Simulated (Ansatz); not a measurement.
Consider Ti3Ni.

Input

```
crystal:
  lattice:
    - [3.935175, 0.0, 0.0]
    - [0.0, 3.935175, 0.0]
    - [0.0, 0.0, 3.935175]
  atoms:
    - { symbol: Ni, position: [0.0, 0.0, 0.0], spin: 0.25 }
    - { symbol: Ti, position: [0.5, 0.5, 0.0], spin: 0.25 }
    - { symbol: Ti, position: [0.5, 0.0, 0.5], spin: 0.25 }
    - { symbol: Ti, position: [0.0, 0.5, 0.5], spin: 0.25 }
hamiltonian:
  xc: pbesol
  pseudopotentials: { kind: paw }
magnetization:
  spin_polarized: true
  initial_magnetization: 1.0
  spin_locking: { lock_magnetization: hard }
kpoints:
  mp_grid: { grid: [6, 6, 6] }
scf:
  occupations: { method: fermi_dirac, width: 0.05 }
  lower_state_search: "off"
output:
  forces: true
  stress: true
  eigenvalues: true
  write_density: true
  write_potential: true
  elf: true
  volumetric_format: npy
```

Command:

```sh
ansatz run input.yaml --threads 2 --pin off --max-ram 5632MiB --backend cpu --events-out ev --progress --plain --runs-dir out
```

Below, planes, directions and counts refer to the conventional cell (a = 3.94 Å, b = 3.94 Å, c = 3.94 Å, α = 90.00°, β = 90.00°, γ = 90.00°).

Space group Pm-3m; a structure from a database of computed crystals, not necessarily the ambient phase; computed pressure about −5 GPa in this cell; spin-polarised.

These are results of Kohn-Sham DFT of a periodic cell, PBEsol, Ansatz PAW in Ansatz 0.2.0, not measurements.

> What will maps of the valence pseudo-density and electron localisation function show?

Ti–Ni (2.78 Å): ρ at the midpoint is about 0.24 e/Å³; the ELF is about 0.30 at the midpoint.

> Does the calculation make it a metal, or give it a gap?

It is gapless in this calculation (a metal or semimetal).

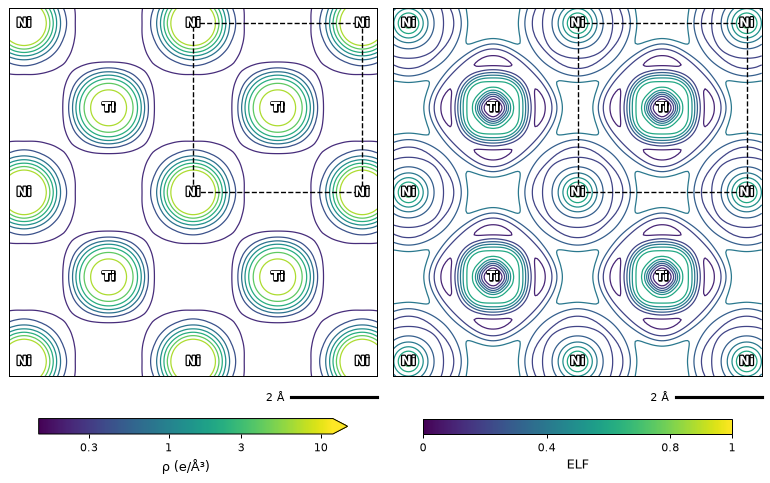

Computed valence pseudo-density and electron localisation function on the (100) plane of the conventional cell, in this order. 
